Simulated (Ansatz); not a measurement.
Run report: AlNi3, geometry relaxation (part 3 of 3)

The same run, continued: AlNi3 (interface cell, 16 atoms in the cell); DFT PBE, scalar-relativistic, plane waves, PAW, spin-polarised (Ansatz 0.2.0); cutoff 420 eV, 10×10×3 k-mesh, Gaussian smearing of 0.1 eV, collinear spins. The structure derives from a Materials Project entry. It belongs to a series of runs on one base structure; here: antiphase boundary on (0 0 1), shift by [0.5, 0.5, 0] of the cube.

Geometry of the input (Å; fractional positions):
```
3.5667  0.0000  0.0000
0.0000  3.5667  0.0000
0.0000  0.0000  14.2667
Al 0.0000  0.0000  0.0000
Ni 0.0000  0.5000  0.1250
Ni 0.5000  0.0000  0.1250
Ni 0.5000  0.5000  0.0000
Al 0.0000  0.0000  0.2500
Ni 0.0000  0.5000  0.3750
Ni 0.5000  0.0000  0.3750
Ni 0.5000  0.5000  0.2500
Ni 0.0000  0.0000  0.5000
Ni 0.0000  0.5000  0.6250
Ni 0.5000  0.0000  0.6250
Al 0.5000  0.5000  0.5000
Ni 0.0000  0.0000  0.7500
Ni 0.0000  0.5000  0.8750
Ni 0.5000  0.0000  0.8750
Al 0.5000  0.5000  0.7500
```

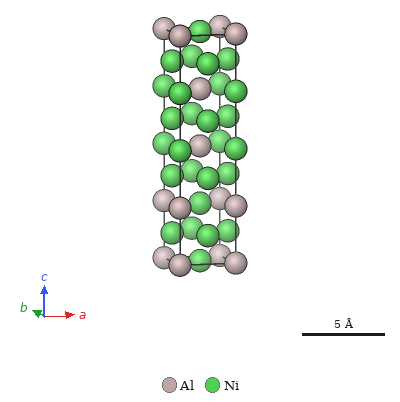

**Figure 1.** The geometry at step 2 of the log (spheres-only view of the cell of the calculation, seen slightly off an axis).

### Log, continued
```
relax step   4: F+E_penalty+E_count = -72233.34051609 eV  Δ(F+E_penalty+E_count) = +5.485e-4 eV  max|allowed force component| = 3.224e-3 eV/Å  Δτ_max = 0.0000 Å  P = +1.811 GPa  Ω = 179.980 Å³  fix = [a, b, alpha, beta, gamma]  reactions: a +2.668, b +2.668 GPa  stress off target by 9.77e-2 GPa on what of the cell is left free  SCF on the basis re-selected at this cell (its energy is not comparable with the rows above)  (9 SCF iters)
basis re-selected at this cell: Δ(F+E_penalty+E_count) = +5.485e-4 eV, ΔP = +0.003 GPa vs the last step (what re-selecting the basis moved, of the pressure what is left beyond the Pulay correction that the steps carried, after the strain that the cell walked since its last selection, with what the two solves' SCF thresholds leave and, on support functions, any second-order correction that the steps lacked; it is no measure of the basis error at this ecutwfc). This SCF's stress stands 9.77e-2 GPa from its target on what of the cell is left free (relax.cell.stress_tol is 1.00e-1 GPa) and its largest allowed force component is 3.22e-3 eV/Å (relax.f_tol is 2.00e-2 eV/Å): within both
SCF converged after 9 iterations
Magnetization: 0.2423 μB (114.1211 up, 113.8789 down)
Absolute magnetization: 0.3191 μB (∫|ρ↑−ρ↓|, with the PAW one-centre terms)
Spin contamination: 0.0020 ħ² per cell (⟨S²⟩ above its minimum at these occupations)
Per-site moments (μB) at R_I (Å): [(-0.001703623747525253, 1.0299760265273712), (0.020730188211723108, 1.0299760265273712), (0.020730188211723413, 1.0299760265273712), (0.020438174603437817, 1.0303736313955507), (-0.0017036237475266307, 1.0299760265273712), (0.0276948215556505, 1.0303736313955505), (0.02769482155565045, 1.0303736313955505), (0.02043817460343917, 1.0303736313955507), (0.020438174603437817, 1.0303736313955505), (0.020730188211723413, 1.0299760265273712), (0.020730188211723108, 1.0299760265273712), (-0.001703623747525249, 1.0299760265273712), (0.02043817460343918, 1.03037363139555), (0.027694821555650454, 1.03037363139555), (0.027694821555650503, 1.03037363139555), (-0.0017036237475266365, 1.0299760265273716)]
Free energy (F): -72233.340516 eV
Harris-Foulkes:  -72233.340516 eV  (|F-HF|=8.73e-11)
Internal energy: -72233.270054 eV  (E = F + TS)
E sigma→0 (E₀):  -72233.305285 eV
Entropy (-TS):   -0.070462 eV (-4.404 meV/atom)
Fermi energy:    15.982367 eV
--- Per-component energies (eV) ---
  E_band       = -3706.667824
  E_kinetic    = 3511.310311
  E_local      = -47954.351615  (includes V_loc(G=0)·N_el)
  E_nonlocal   = 7679.081526
  E_hartree    = 20424.507921
  E_xc         = -1185.989867
  E_vxc        = -1440.549663  (∫ρ·V_xc dr)
  E_paw        = -21443.809171  (= ΣΔE_a)
  E_vpaw       = -6351.180804  (= ΣTr[D̂ρ^β])
  E_aug_tail   = 0.005489  (compensation charges beyond the density's cutoff)
  E_ewald      = -33264.024649
  E_smearing   = -0.070462  (= −TS)
  E_closure    = 0.000000  (closes the sum)
  Σ components = -72233.340516   (vs F -72233.340516, Δ=0.00e0)
--- Forces (eV/Å), atoms counted from 1 ---
  atom   1  Al     0.00000000     0.00000000    -0.00322361
  atom   2  Ni     0.00000000    -0.00000000    -0.00000000
  atom   3  Ni     0.00000000     0.00000000    -0.00000000
  atom   4  Ni    -0.00000000    -0.00000000     0.00221219
  atom   5  Al     0.00000000     0.00000000     0.00322361
  atom   6  Ni    -0.00000000     0.00000000     0.00000000
  atom   7  Ni    -0.00000000     0.00000000     0.00000000
  atom   8  Ni     0.00000000    -0.00000000    -0.00221219
  atom   9  Ni    -0.00000000    -0.00000000     0.00221219
  atom  10  Ni     0.00000000     0.00000000     0.00000000
  atom  11  Ni     0.00000000     0.00000000    -0.00000000
  atom  12  Al     0.00000000     0.00000000    -0.00322361
  atom  13  Ni     0.00000000    -0.00000000    -0.00221219
  atom  14  Ni    -0.00000000     0.00000000    -0.00000000
  atom  15  Ni    -0.00000000     0.00000000    -0.00000000
  atom  16  Al     0.00000000     0.00000000     0.00322361
  max |Σ_I F_I| component: 2.78e-17 eV/Å
--- Stress (GPa, compression-positive) ---
        2.667911      -0.000000       0.000000
       -0.000000       2.667911       0.000000
        0.000000       0.000000       0.097742
  P = ⅓ Tr σ = 1.8112 GPa (18.112 kbar)
--- Band table (eV; the first three rows and the last of 84) ---
  k-point 0 ↑: bands = ["-87.0395", "-87.0394", "-87.0185", "-87.0185", "-86.9859", "-86.9841", "-86.9816", "-86.9796", "-86.9614", "-86.9611", "-86.9468", "-86.9468", "-47.4979", "-47.4965", "-47.4758", "-47.4758", "-47.4737", "-47.4737", "-47.4622", "-47.4622", "-47.4371", "-47.4371", "-47.4228", "-47.4228", "-47.4203", "-47.4203", "-47.4147", "-47.4089", "-47.4012", "-47.4012", "-47.3963", "-47.3963", "-47.3898", "-47.3898", "-47.3708", "-47.3708", "-47.3586", "-47.3586", "-47.3582", "-47.3582", "-47.3323", "-47.3171", "-47.3070", "-47.2962", "-47.2792", "-47.2792", "-47.2792", "-47.2792", "5.8676", "6.6191", "6.6380", "8.3959", "9.2026", "11.1533", "11.3524", "11.8912", "12.0091", "12.0921", "12.3113", "12.3698", "12.5230", "12.7508", "12.7535", "12.7662", "12.7662", "12.7935", "12.8213", "12.8213", "12.8629", "12.8629", "12.8947", "12.9675", "12.9675", "12.9759", "13.1783", "13.4365", "13.8567", "13.8567", "14.2236", "14.2236", "14.2454", "14.3528", "14.4896", "14.5093", "14.6010", "14.6010", "14.6920", "14.7693", "14.7693", "14.8372", "14.8372", "14.8639", "14.9542", "15.0147", "15.0198", "15.0198", "15.0764", "15.1229", "15.3618", "15.3673", "15.3673", "15.3940", "15.4765", "15.4795", "15.5129", "15.5299", "15.5472", "15.6288", "15.7923", "15.9054", "15.9054", "16.0417", "16.0417", "16.1116", "16.1116", "16.6724", "16.6724", "16.8690", "18.4861", "18.4861", "18.5858", "18.5858", "21.4158", "21.4158", "21.5338", "21.5338", "22.3152", "22.3703", "22.3861", "22.4224", "22.6850", "22.8218", "23.0517", "23.3164", "23.6084", "24.5986", "24.9711", "24.9711", "25.2412"]
  k-point 1 ↑: bands = ["-87.0395", "-87.0394", "-87.0185", "-87.0185", "-86.9855", "-86.9847", "-86.9809", "-86.9800", "-86.9613", "-86.9612", "-86.9468", "-86.9468", "-47.4976", "-47.4968", "-47.4753", "-47.4753", "-47.4743", "-47.4743", "-47.4622", "-47.4622", "-47.4349", "-47.4349", "-47.4293", "-47.4293", "-47.4133", "-47.4133", "-47.4133", "-47.4104", "-47.4058", "-47.4058", "-47.3934", "-47.3934", "-47.3907", "-47.3907", "-47.3708", "-47.3708", "-47.3585", "-47.3585", "-47.3583", "-47.3583", "-47.3293", "-47.3224", "-47.3027", "-47.2979", "-47.2792", "-47.2792", "-47.2792", "-47.2792", "5.9536", "6.2094", "7.1967", "7.8769", "9.7809", "10.5932", "11.5964", "11.7717", "12.1206", "12.2004", "12.3455", "12.3668", "12.4497", "12.5266", "12.7744", "12.7744", "12.7745", "12.7975", "12.7975", "12.8336", "12.8976", "12.8976", "12.9453", "12.9453", "13.0512", "13.0623", "13.1407", "13.3229", "13.9246", "13.9246", "14.0936", "14.0936", "14.2856", "14.3836", "14.3864", "14.5383", "14.6011", "14.6684", "14.6703", "14.6703", "14.7386", "14.7386", "14.9245", "14.9245", "15.0134", "15.0134", "15.0667", "15.0743", "15.0991", "15.2750", "15.3373", "15.3627", "15.4202", "15.4202", "15.4950", "15.5061", "15.5363", "15.5443", "15.6605", "15.6605", "15.6915", "15.7655", "15.7671", "16.0417", "16.0417", "16.1116", "16.1116", "16.5010", "17.0452", "17.0452", "17.7298", "17.7298", "19.4334", "19.4334", "20.4123", "20.4123", "22.3247", "22.3488", "22.4030", "22.4174", "22.6152", "22.6152", "22.8328", "22.8334", "23.2093", "23.4722", "23.6109", "23.8244", "23.8244", "24.6459", "25.1091"]
  k-point 2 ↑: bands = ["-87.0389", "-87.0389", "-87.0190", "-87.0190", "-86.9856", "-86.9839", "-86.9816", "-86.9797", "-86.9612", "-86.9610", "-86.9472", "-86.9472", "-47.4975", "-47.4967", "-47.4738", "-47.4731", "-47.4723", "-47.4717", "-47.4650", "-47.4647", "-47.4363", "-47.4335", "-47.4249", "-47.4212", "-47.4211", "-47.4208", "-47.4109", "-47.4078", "-47.4009", "-47.4007", "-47.3961", "-47.3950", "-47.3898", "-47.3897", "-47.3710", "-47.3689", "-47.3642", "-47.3615", "-47.3604", "-47.3600", "-47.3310", "-47.3198", "-47.3062", "-47.2969", "-47.2806", "-47.2806", "-47.2793", "-47.2784", "5.9896", "6.7359", "6.7558", "8.4927", "9.3122", "11.2199", "11.4263", "11.9409", "12.0089", "12.1092", "12.2832", "12.3793", "12.5753", "12.6771", "12.7293", "12.7305", "12.7771", "12.7900", "12.8361", "12.8603", "12.8691", "12.8772", "12.8794", "12.8867", "12.9904", "13.0697", "13.2196", "13.4759", "13.8079", "13.8240", "14.0069", "14.1973", "14.2855", "14.3391", "14.4002", "14.4630", "14.4762", "14.5613", "14.5977", "14.6022", "14.7193", "14.7931", "14.8110", "14.8836", "14.9328", "15.0089", "15.0304", "15.0699", "15.1831", "15.1899", "15.2156", "15.3127", "15.3373", "15.3976", "15.4654", "15.4789", "15.4817", "15.5084", "15.5855", "15.6477", "15.7473", "15.7801", "15.9050", "15.9898", "15.9992", "16.0031", "16.0268", "16.2124", "17.1531", "17.1984", "17.9218", "18.0386", "18.7018", "18.7867", "20.2263", "20.6161", "21.5246", "21.7189", "22.4703", "22.5501", "22.5838", "22.8744", "22.9449", "23.4134", "23.6816", "23.7062", "24.0392", "24.1046", "24.4587", "25.0680", "25.0827"]
  k-point 41 ↓: bands = ["-86.9929", "-86.9929", "-86.9929", "-86.9929", "-86.9555", "-86.9555", "-86.9555", "-86.9555", "-86.9299", "-86.9299", "-86.9299", "-86.9299", "-47.4743", "-47.4743", "-47.4727", "-47.4727", "-47.4446", "-47.4446", "-47.4421", "-47.4421", "-47.4291", "-47.4291", "-47.4126", "-47.4126", "-47.4040", "-47.4040", "-47.3806", "-47.3806", "-47.3712", "-47.3712", "-47.3616", "-47.3616", "-47.3297", "-47.3297", "-47.3271", "-47.3271", "-47.3183", "-47.3183", "-47.3183", "-47.3183", "-47.3178", "-47.3178", "-47.2878", "-47.2878", "-47.2526", "-47.2526", "-47.2189", "-47.2189", "10.2585", "10.2585", "10.2808", "10.2808", "10.9830", "10.9830", "11.1623", "11.1623", "11.7311", "11.7311", "11.9696", "11.9696", "12.1412", "12.1412", "12.3518", "12.3518", "13.0535", "13.0535", "13.3351", "13.3351", "13.4847", "13.4847", "13.5451", "13.5451", "13.5568", "13.5568", "13.6777", "13.6777", "13.9299", "13.9299", "13.9703", "13.9703", "13.9929", "13.9929", "14.1111", "14.1111", "14.1682", "14.1682", "14.2522", "14.2522", "14.3515", "14.3515", "14.5083", "14.5083", "14.7793", "14.7793", "14.7985", "14.7985", "14.8220", "14.8220", "14.9271", "14.9271", "15.0136", "15.0136", "15.0348", "15.0348", "15.0935", "15.0935", "15.1302", "15.1302", "15.3994", "15.3994", "15.4119", "15.4119", "15.4705", "15.4705", "15.7822", "15.7822", "15.9675", "15.9675", "16.2502", "16.2502", "16.7712", "16.7712", "16.8918", "16.8918", "19.8656", "19.8656", "20.1401", "20.1401", "20.5440", "20.5440", "20.5748", "20.5748", "22.3560", "22.3560", "22.6855", "22.6855", "23.4949", "23.4949", "24.0838"]
--- Relaxed structure (3 steps of the walk, 3 accepted, 1 SCFs on fresh bases) ---
  F+E_penalty+E_count = -72233.34051609 eV   max|allowed force component| = 3.224e-3 eV/Å   (the final SCF, on the basis selected at the relaxed cell)
  cell:  # Å, volume = 179.9805 Å³
    - [3.5666788375, -5.655361097160423e-133, 0.0]
    - [-5.655361097160423e-133, 3.5666788375, 0.0]
    - [0.0, 0.0, 14.148074097755265]
  atoms:
    - { symbol: Al, position: [-6.624492287645728e-37, 2.6695715189020097e-37, 0.0014746076493227457] }
    - { symbol: Ni, position: [7.085899710665828e-37, 0.5, 0.125] }
    - { symbol: Ni, position: [0.5, 1.6149259805703514e-37, 0.125] }
    - { symbol: Ni, position: [0.5, 0.5, -0.001377289736680697] }
    - { symbol: Al, position: [2.8673175573391955e-37, 1.6149259805703514e-37, 0.24852539235067725] }
    - { symbol: Ni, position: [-2.405910134319095e-37, 0.5, 0.375] }
    - { symbol: Ni, position: [0.5, 1.6149259805703514e-37, 0.375] }
    - { symbol: Ni, position: [0.5, 0.5, 0.25137728973668066] }
    - { symbol: Ni, position: [-2.405910134319095e-37, 5.602804422386933e-38, 0.4986227102633193] }
    - { symbol: Ni, position: [2.3960228323972357e-36, 0.5, 0.625] }
    - { symbol: Ni, position: [0.5, 5.602804422386933e-38, 0.625] }
    - { symbol: Al, position: [0.5, 0.5, 0.5014746076493227] }
    - { symbol: Ni, position: [-1.351264595987437e-37, -2.076333403590452e-37, 0.7513772897366807] }
    - { symbol: Ni, position: [-2.24441753626206e-36, 0.5, 0.875] }
    - { symbol: Ni, position: [0.5, -6.8222383260829135e-37, 0.875] }
    - { symbol: Al, position: [0.5, 0.5, 0.7485253923506774] }
--- Löwdin populations: 16 sites ---
  site symbol       q [e]    m [muB]
     0     Al      3.5837    -0.0048
     1     Ni     17.6143     0.0207
     2     Ni     17.6143     0.0207
     3     Ni     17.6262     0.0203
     4     Al      3.5837    -0.0048
     5     Ni     17.6257     0.0271
     6     Ni     17.6257     0.0271
     7     Ni     17.6262     0.0203
     8     Ni     17.6262     0.0203
     9     Ni     17.6143     0.0207
    10     Ni     17.6143     0.0207
    11     Al      3.5837    -0.0048
    12     Ni     17.6262     0.0203
    13     Ni     17.6257     0.0271
    14     Ni     17.6257     0.0271
    15     Al      3.5837    -0.0048
  spilling = 0.009650 (of n_electrons = 228.000000)
```

### Trajectory as extended XYZ (Å, eV, eV/Å), 4 frames, from step=1 to step=4
```
16
Lattice="3.5667 0.0000 0.0000 0.0000 3.5667 0.0000 0.0000 0.0000 14.2667" Properties=species:S:1:pos:R:3:forces:R:3 step=1 energy=-72233.31766 pressure_GPa=0.28
Al    0.0000    0.0000    0.0000    0.0000   0.0000   0.1738
Ni    0.0000    1.7833    1.7833    0.0000   0.0000   0.0000
Ni    1.7833    0.0000    1.7833    0.0000   0.0000   0.0000
Ni    1.7833    1.7833    0.0000    0.0000   0.0000  -0.1675
Al    0.0000    0.0000    3.5667    0.0000   0.0000  -0.1738
Ni    0.0000    1.7833    5.3500    0.0000   0.0000   0.0000
Ni    1.7833    0.0000    5.3500    0.0000   0.0000   0.0000
Ni    1.7833    1.7833    3.5667    0.0000   0.0000   0.1675
Ni    0.0000    0.0000    7.1334    0.0000   0.0000  -0.1675
Ni    0.0000    1.7833    8.9167    0.0000   0.0000   0.0000
Ni    1.7833    0.0000    8.9167    0.0000   0.0000   0.0000
Al    1.7833    1.7833    7.1334    0.0000   0.0000   0.1738
Ni    0.0000    0.0000   10.7000    0.0000   0.0000   0.1675
Ni    0.0000    1.7833   12.4834    0.0000   0.0000   0.0000
Ni    1.7833    0.0000   12.4834    0.0000   0.0000   0.0000
Al    1.7833    1.7833   10.7000    0.0000   0.0000  -0.1738
16
Lattice="3.5667 0.0000 0.0000 0.0000 3.5667 0.0000 0.0000 0.0000 14.2160" Properties=species:S:1:pos:R:3:forces:R:3 step=2 energy=-72233.33127 pressure_GPa=0.92
Al    0.0000    0.0000    0.0063    0.0000   0.0000   0.1224
Ni    0.0000    1.7833    1.7770    0.0000   0.0000   0.0000
Ni    1.7833    0.0000    1.7770    0.0000   0.0000   0.0000
Ni    1.7833    1.7833   -0.0060    0.0000   0.0000  -0.1169
Al    0.0000    0.0000    3.5477    0.0000   0.0000  -0.1224
Ni    0.0000    1.7833    5.3310    0.0000   0.0000   0.0000
Ni    1.7833    0.0000    5.3310    0.0000   0.0000   0.0000
Ni    1.7833    1.7833    3.5600    0.0000   0.0000   0.1169
Ni    0.0000    0.0000    7.1020    0.0000   0.0000  -0.1169
Ni    0.0000    1.7833    8.8850    0.0000   0.0000   0.0000
Ni    1.7833    0.0000    8.8850    0.0000   0.0000   0.0000
Al    1.7833    1.7833    7.1143    0.0000   0.0000   0.1224
Ni    0.0000    0.0000   10.6680    0.0000   0.0000   0.1169
Ni    0.0000    1.7833   12.4390    0.0000   0.0000   0.0000
Ni    1.7833    0.0000   12.4390    0.0000   0.0000   0.0000
Al    1.7833    1.7833   10.6558    0.0000   0.0000  -0.1224
16
Lattice="3.5667 0.0000 0.0000 0.0000 3.5667 0.0000 0.0000 0.0000 14.1481" Properties=species:S:1:pos:R:3:forces:R:3 step=3 energy=-72233.34107 pressure_GPa=1.81
Al    0.0000    0.0000    0.0209    0.0000   0.0000  -0.0031
Ni    0.0000    1.7833    1.7685    0.0000   0.0000   0.0000
Ni    1.7833    0.0000    1.7685    0.0000   0.0000   0.0000
Ni    1.7833    1.7833   -0.0195    0.0000   0.0000   0.0023
Al    0.0000    0.0000    3.5162    0.0000   0.0000   0.0031
Ni    0.0000    1.7833    5.3055    0.0000   0.0000   0.0000
Ni    1.7833    0.0000    5.3055    0.0000   0.0000   0.0000
Ni    1.7833    1.7833    3.5565    0.0000   0.0000  -0.0023
Ni    0.0000    0.0000    7.0546    0.0000   0.0000   0.0023
Ni    0.0000    1.7833    8.8425    0.0000   0.0000   0.0000
Ni    1.7833    0.0000    8.8425    0.0000   0.0000   0.0000
Al    1.7833    1.7833    7.0949    0.0000   0.0000  -0.0031
Ni    0.0000    0.0000   10.6305    0.0000   0.0000  -0.0023
Ni    0.0000    1.7833   12.3796    0.0000   0.0000   0.0000
Ni    1.7833    0.0000   12.3796    0.0000   0.0000   0.0000
Al    1.7833    1.7833   10.5902    0.0000   0.0000   0.0031
16
Lattice="3.5667 0.0000 0.0000 0.0000 3.5667 0.0000 0.0000 0.0000 14.1481" Properties=species:S:1:pos:R:3:forces:R:3 step=4 energy=-72233.34052 pressure_GPa=1.81
Al    0.0000    0.0000    0.0209    0.0000   0.0000  -0.0032
Ni    0.0000    1.7833    1.7685    0.0000   0.0000   0.0000
Ni    1.7833    0.0000    1.7685    0.0000   0.0000   0.0000
Ni    1.7833    1.7833   -0.0195    0.0000   0.0000   0.0022
Al    0.0000    0.0000    3.5162    0.0000   0.0000   0.0032
Ni    0.0000    1.7833    5.3055    0.0000   0.0000   0.0000
Ni    1.7833    0.0000    5.3055    0.0000   0.0000   0.0000
Ni    1.7833    1.7833    3.5565    0.0000   0.0000  -0.0022
Ni    0.0000    0.0000    7.0546    0.0000   0.0000   0.0022
Ni    0.0000    1.7833    8.8425    0.0000   0.0000   0.0000
Ni    1.7833    0.0000    8.8425    0.0000   0.0000   0.0000
Al    1.7833    1.7833    7.0949    0.0000   0.0000  -0.0032
Ni    0.0000    0.0000   10.6305    0.0000   0.0000  -0.0022
Ni    0.0000    1.7833   12.3796    0.0000   0.0000   0.0000
Ni    1.7833    0.0000   12.3796    0.0000   0.0000   0.0000
Al    1.7833    1.7833   10.5902    0.0000   0.0000   0.0032
```

### Summary

- outcome: converged
- electrons treated: 228
- free energy: −72233.3405 eV
- Fermi energy: 15.982 eV
- gap on the k-point mesh: none (metallic)
- net moment of the cell: 0.24 μB
- integrated absolute moment: 0.32 μB
- final volume: 179.98 Å³
- largest force (length of the vector) at the end: 0.003 eV/Å
- hardware: 4 threads of Arm Neoverse V1, 24 GiB of memory available, shared host
- wall time: 6.5 min (CPU time 26 min)
- peak memory: 1.8 GiB

The program warns: some starting moments were not kept.
